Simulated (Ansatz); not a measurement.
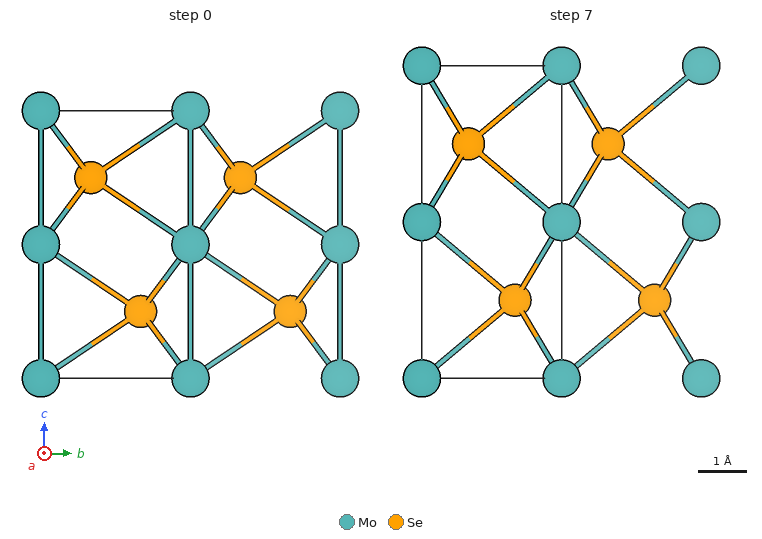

The structure of solid MoSe (built on the nickel arsenide type) (coarse preliminary run) before (left) and after (right) a relaxation, at one scale.

Style: ball-and-stick. Shown: the cell of the calculation, repeated 1 × 2 × 1 with one cell outlined, along the a axis.

These are results of Ansatz, DFT PBEsol, scalar-relativistic, plane waves, PAW, not measurements.

Input file:
```yaml
crystal:
  lattice:
    - [3.6310508083, 0.0, 0.0]
    - [-1.8155254042, 3.1445822425, 0.0]
    - [0.0, 0.0, 5.6281287529]
  atoms:
    - { symbol: Mo, position: [0.0, 0.0, 0.0], spin: 0.21 }
    - { symbol: Mo, position: [0.0, 0.0, 0.5], spin: 0.21 }
    - { symbol: Se, position: [0.3333333333, 0.6666666667, 0.25] }
    - { symbol: Se, position: [0.6666666667, 0.3333333333, 0.75] }
basis:
  ecutwfc: 420
kpoints:
  mp_grid: { grid: [6, 6, 4] }
hamiltonian:
  xc: pbesol
scf:
  occupations: { method: gaussian, width: 0.1 }
output:
  forces: true
  stress: true
  eigenvalues: true
  populations: true
magnetization:
  spin_polarized: true
relax:
  adjacent_minimum: "off"
  f_tol: 0.05
  max_steps: 80
  cell: { stress_tol: 0.5 }
```

Run as
```bash
ansatz run input.yaml --threads 1 --pin off --max-ram 2560MiB --backend cpu --events-out ev --progress --plain --runs-dir out
```

### What changed between the two?

Over 5 accepted moves (7 points after the start) the energy falls by 175 meV per atom. All forces vanish by symmetry, so only the cell relaxes. Pressure: 12.71 GPa at the start and 0.19 GPa at the end. The line search rejected the trial step at point 5 of the run. The SCF was repeated once at an unchanged geometry on a basis and grid sized afresh for the cell, which shifted the energy by 1.5 meV per atom at most. The atoms keep their places relative to the cell (all moves are under 0.005 Å). The drawn cell changes as follows: a = b 3.631 → 3.390 Å (−6.6 %), c 5.628 → 6.574 Å (+16.8 %); the volume changes by +1.8 %. Near-neighbour distances that change, for instance: Mo1–Mo2 2.814 → 3.287 Å, Mo1–Se3 2.525 → 2.556 Å. Among the angles between lasting bonds that change: Mo1–Se3–Mo2 67.7° → 80.0°, Se3–Mo1–Se4 88.0° → 96.9°, Mo1–Se3–Mo1 92.0° → 83.1°. The space group stays P6_3/mmc (No. 194). The program noted that the starting moments weren't kept.
